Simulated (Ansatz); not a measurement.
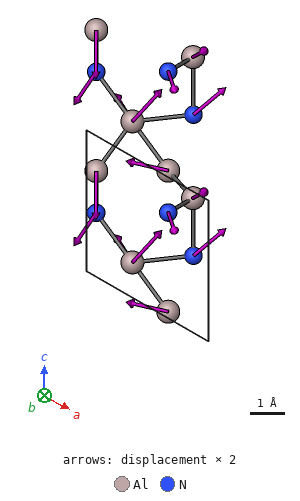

This is a relaxation of solid AlN (a generated structure, set up in I-4) (coarse preliminary run). The starting structure is drawn; purple arrows show the displacements (the part carried along by the change of the cell is left out), magnified 2 times.

Style: ball-and-stick. Shown: the cell of the calculation, repeated 1 × 1 × 2 with one cell outlined, along the b axis.

Computed with DFT PBE, scalar-relativistic, plane waves, PAW (Ansatz). (plane-wave cutoff 420 eV; k-point mesh 6 × 6 × 6; occupations gaussian; smearing width 0.1 eV; no spin polarisation; cell and atoms relaxed; force threshold 0.04 eV/Å; at most 70 steps)

What happened in the run?

Answer. Over 11 accepted moves (15 points after the start) the energy falls by 11.539 eV per cell of the calculation. The largest force component goes from 9.6 to 0.029 eV/Å. The pressure goes from 98.05 to 0.18 GPa. The line search rejected the trial steps at points 9, 11 of the run. The SCF was repeated twice at an unchanged geometry on a basis and grid sized afresh for the cell, which shifted the energy by 0.199 eV per cell of the calculation at most. The largest moves relative to the cell, 0.73 Å, are those of Al atoms. Largest moves by element: Al 0.73 Å, N 0.65 Å. Cell: a = b = c 4.418 → 4.776 Å (+8.1 %), α 109.4° → 105.7°, β 109.4° → 105.7°, γ 109.7° → 117.3°. Volume +24.6 %. Near-neighbour distances that change, for instance: Al–Al 1.835 → 3.314 Å, Al–N 2.958 → 2.004 Å, Al–Al 3.140 → 2.599 Å, N–N 1.835 → 2.234 Å. Bonds break: Al–Al (1.83 → 3.31 Å). Bond angles that change, for instance: Al–N–Al 94.5° → 144.5°, Al–N–Al 119.3° → 82.1°, N–Al–N 119.3° → 154.8°. The space group (tolerance 0.01 Å) goes from I-4 (No. 82) to I-42m (No. 121).
